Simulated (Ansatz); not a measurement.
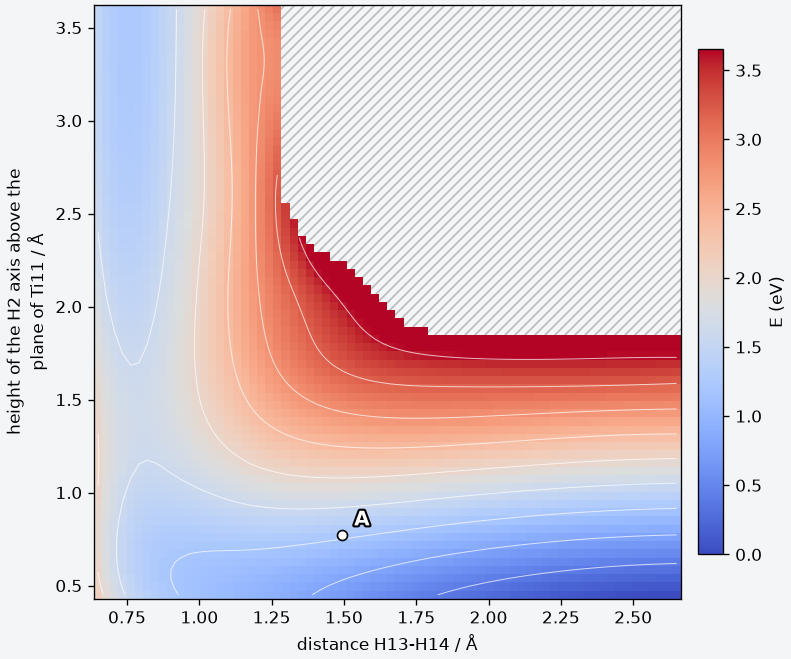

H₂ on a Ti(100) slab cut from the P6/mmm phase, its upper half relaxed before the scan (12 atoms of substrate and one adsorbate in a 2 × 1 cell). H2 lies flat over one site of a rigid substrate while its bond length and height are varied; it sits over a hollow of the top layer over the deeper atom Ti9, heights counted from the top plane, its axis along the first surface vector. Coordinates scanned: (1) distance H13-H14; (2) height of the H2 axis above the plane of Ti11. The scan uses an 8 × 9 grid. At 15 points there is no value (left out: too close to the surface, or the stretched molecule far from it). Points are written as (first, second). All energies are given in eV relative to the lowest grid point. Method: Ansatz, DFT PBE, scalar-relativistic, plane waves, PAW. Settings: cutoff 420 eV, k-mesh 5×6×1, gaussian smearing 0.1 eV, no spin polarisation.

In the figure: a smooth colour map with a few white contour lines, hatched blanks where no value was computed, the point A. Between grid points the surface is interpolated.

**Which way does the force act at A, and how strong is it?**

A, at (1.495 Å, 0.77 Å), is not a stationary point. The computed force is 0.45 eV for each Å towards larger values of distance H13-H14 and 2.3 eV for each Å towards smaller values of the second coordinate.

PAW datasets: the set soft_1.
